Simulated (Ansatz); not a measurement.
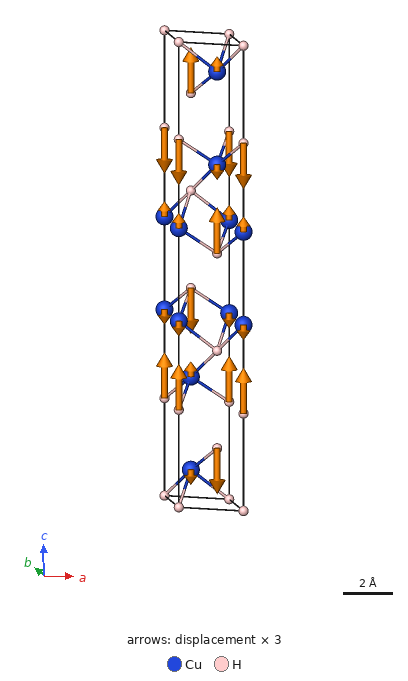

A relaxation of crystalline Cu2H3 (built on the tetradymite_166 type) (coarse preliminary run). The starting structure is drawn; orange arrows show the displacements (the part carried along by the change of the cell is left out), magnified 3 times.

The picture is a ball-and-stick view of the conventional cell (3 times the calculation's cell), seen slightly off an axis. Lengths and directions refer to the drawn axes.

Case: tetradymite type (R-3m, No. 166).

Theory: DFT PBE, scalar-relativistic, plane waves, PAW (Ansatz).

The input:
```yaml
crystal:
  lattice:
    - [1.4034455178, 0.8102796475, 6.5056818805]
    - [-1.4034455178, 0.8102796475, 6.5056818805]
    - [0.0, -1.6205592949, 6.5056818805]
  atoms:
    - { symbol: Cu, position: [0.4, 0.4, 0.4] }
    - { symbol: Cu, position: [0.6, 0.6, 0.6] }
    - { symbol: H, position: [0.0, 0.0, 0.0] }
    - { symbol: H, position: [0.2095, 0.2095, 0.2095] }
    - { symbol: H, position: [0.7905, 0.7905, 0.7905] }
basis:
  ecutwfc: 420
kpoints:
  mp_grid: { grid: [6, 6, 6] }
hamiltonian:
  xc: pbe
scf:
  occupations: { method: gaussian, width: 0.1 }
  lower_state_search: "off"
output:
  forces: true
  stress: true
  eigenvalues: true
relax:
  adjacent_minimum: "off"
  f_tol: 0.04
  max_steps: 70
  cell: { stress_tol: 0.4 }
```

Run as
```bash
ansatz run input.yaml --threads 1 --pin off --max-ram 2560MiB --backend cpu --events-out ev --progress --plain --runs-dir out
```

Atoms of which element are displaced furthest, and by how much?

Hydrogen: up to 0.65 Å, against 0.22 Å for copper.

What did the optimiser do to the structure, and how much energy did it gain?

The largest moves relative to the cell, 0.65 Å, are those of H4 and H5. H5 goes along −c. Largest moves by element: H 0.65 Å, Cu 0.22 Å. The drawn cell changes as follows: a = b 2.807 → 2.614 Å (−6.9 %), c 19.517 → 22.459 Å (+15.1 %); the volume changes by −0.2 %. Among the contacts that change: Cu1–H5 1.968 → 1.734 Å, Cu1–Cu1 2.807 → 2.614 Å, Cu1–H3 2.078 → 1.980 Å. Bond angles that change, for instance: Cu2–H4–Cu2 91.0° → 97.8°, H4–Cu2–H4 91.0° → 97.8°. The space group stays R-3m (No. 166). After 8 accepted moves (10 points after the start) the energy has fallen by 0.886 eV per cell of the calculation. Largest force component: 1.3 eV/Å at the start, 0.0055 eV/Å at the end. Pressure: −16.80 GPa at the start and 0.15 GPa at the end. The SCF was repeated twice at an unchanged geometry on a basis and grid sized afresh for the cell, which shifted the energy by 2.8 meV per cell of the calculation at most.
